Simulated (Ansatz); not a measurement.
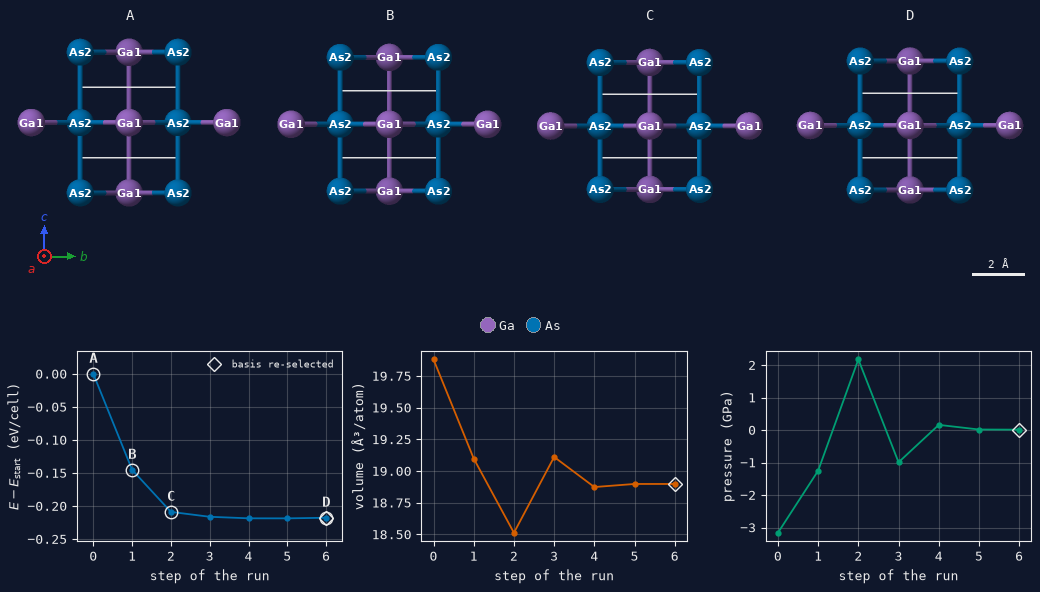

Frames of a relaxation of crystalline GaAs (a generated structure, set up in P4/mmm), marked on the history of the run. The picture is a ball-and-stick view of the cell of the calculation, seen along the a axis.

The run lets cell and atoms move.

Theory: Ansatz 0.2.0, Kohn-Sham DFT of a periodic cell, PBEsol0, Ansatz PAW.

Input
```yaml
crystal:
  lattice:
    - [3.81014, 0.0, 0.0]
    - [0.0, 3.81014, 0.0]
    - [0.0, 0.0, 2.73891]
  atoms:
    - { symbol: Ga, position: [0.5, 0.5, 0.5] }
    - { symbol: As, position: [0.0, 0.0, 0.5] }
hamiltonian:
  xc: { exchange: pbesol, correlation: pbesol, exx: { coeff: 0.25 } }
  pseudopotentials: { kind: paw }
kpoints:
  mp_grid: { grid: [4, 4, 5] }
scf:
  occupations: { method: fermi_dirac, width: 0.05 }
output:
  forces: true
  stress: true
  eigenvalues: true
relax:
  f_tol: 0.01
  max_steps: 40
  cell: { stress_tol: 0.05 }
```

What happens along the run?

The energy falls by 0.218 eV per cell of the calculation in 5 accepted moves (6 points after the start). All forces vanish by symmetry, so only the cell relaxes. The pressure goes from −3.16 to 0.01 GPa. At 1 point the geometry stayed and the basis and grid were re-selected for the new cell (energy shift of 0.9 meV per cell of the calculation at most each time). The atoms keep their places relative to the cell (all moves are under 0.005 Å). The volume changes by −4.9 %, with a = b 3.810 → 3.879 Å (+1.8 %), c 2.739 → 2.512 Å (−8.3 %). Among the contacts that change: As2–As2 2.739 → 2.512 Å, Ga1–Ga1 2.739 → 2.512 Å, Ga1–As2 2.694 → 2.743 Å. The space group stays P4/mmm (No. 123). The run took 72 s on 1 × NVIDIA H100 80GB HBM3 with 2 threads of AMD EPYC 7R13 Processor (Zen 3) (shared host), peak memory 1.6 GiB. From step 0 to 1: volume −3.9 %, energy −0.145 eV per cell of the calculation. From step 1 to 2: volume −3.1 %, energy −63.6 meV per cell of the calculation. From step 2 to 6: volume +2.1 %, energy −8.9 meV per cell of the calculation.

```csv
step,"E − E(0), meV/atom","pressure, GPa","volume, Å³/atom",note
0,0.00,-3.16,19.881,
1,-72.62,-1.25,19.099,
2,-104.42,2.17,18.513,
3,-108.11,-0.99,19.111,
4,-109.28,0.16,18.874,
5,-109.30,0.02,18.898,
6,-108.86,0.01,18.898,"same geometry, new basis"
```

Limits of the set-up: the k-point mesh is coarse for a cell with partly filled bands.
